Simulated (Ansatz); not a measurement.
```
Cd S
1.0
     3.73822    0.00000    0.00000
     0.00000    3.73822    0.00000
     0.00000    0.00000   13.42893
Cd S
4 4
Cartesian
  1.8691 1.8691 4.5390
  0.0000 0.0000 11.2534
  0.0000 0.0000 2.1755
  1.8691 1.8691 8.8900
  1.8691 1.8691 1.8685
  0.0000 0.0000 8.5830
  0.0000 0.0000 4.8460
  1.8691 1.8691 11.5604
```

Space group I4/mmm; a structure from a database of computed crystals, not necessarily the ambient phase; started from the HgF-139 prototype, which need not be the ambient phase.

Method: Ansatz, DFT, r2SCAN+rVV10, plane waves, PAW.

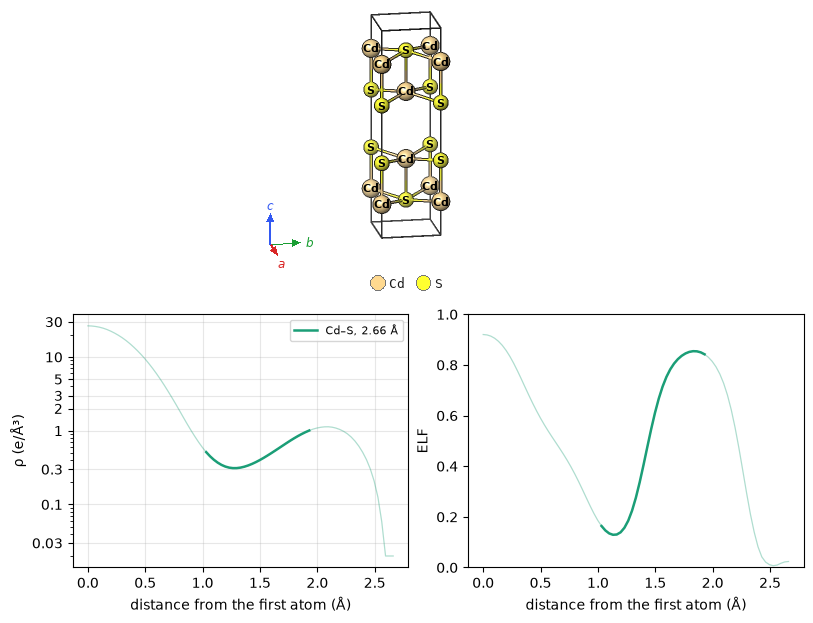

CdS. Valence electron density and ELF along straight lines between neighbouring atoms. Thin, pale parts lie inside the atomic spheres. The structure is drawn too.

In a PAW calculation such maps are meaningful between the atoms, not at the nuclei.

### What can be read from the curves?

Cd–S (2.66 Å): ρ is about 0.32 e/Å³ halfway; the ELF peaks at about 0.85 in the valence shell of S, 0.8 Å from its nucleus, and drops to about 0.15 between the two atoms.
